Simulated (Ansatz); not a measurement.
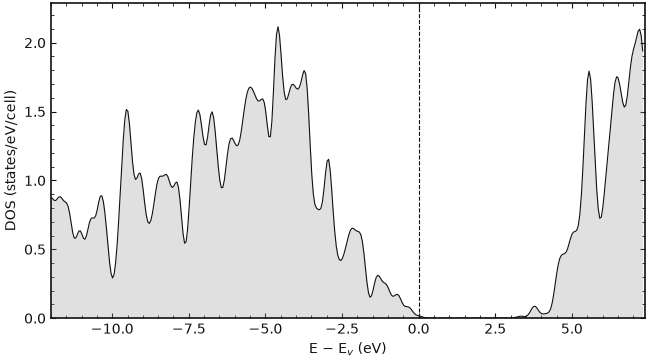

Density of states. Energies are counted from the top of the valence band. The curve is built from the levels of the k mesh with Gaussians 0.3 eV wide, which also blur the band edges.

Input of the run:

```
crystal:
  lattice:
    - [2.5031953718, 0.0, 0.0]
    - [-1.2515976859, 2.1678307826, 0.0]
    - [0.0, 0.0, 4.1688692921]
  atoms:
    - { symbol: C, position: [0.3333333333, 0.6666666667, 0.0002313166] }
    - { symbol: C, position: [0.6666666667, 0.3333333333, 0.5002313166] }
    - { symbol: C, position: [0.3333333333, 0.6666666667, 0.3747686834] }
    - { symbol: C, position: [0.6666666667, 0.3333333333, 0.8747686834] }
kpoints:
  mp_grid: { grid: [12, 12, 6] }
  band_path:
    path:
      - [0.0, 0.0, 0.0]
      - [0.5, 0.0, 0.0]
      - [0.3333333333, 0.3333333333, 0.0]
      - [0.0, 0.0, 0.5]
      - [0.5, 0.0, 0.5]
      - [0.3333333333, 0.3333333333, 0.5]
    npoints: 1
hamiltonian:
  xc: pbe
scf:
  occupations: { method: fermi_dirac, width: 0.02 }
  n_extra_bands: 5
output:
  forces: true
  stress: true
  eigenvalues: true
  write_density: true
  write_potential: true
  elf: true
  volumetric_format: npy
```

Run as:
```bash
ansatz run input.yaml --threads 2 --pin off --max-ram 2211MiB --backend cpu --events-out ev --progress --plain --runs-dir out
```

Question: Metal or insulator, going by the density of states?

Answer: There is a gap; over the k points computed it is 3.32 eV (indirect; the smallest direct gap is 4.99 eV).
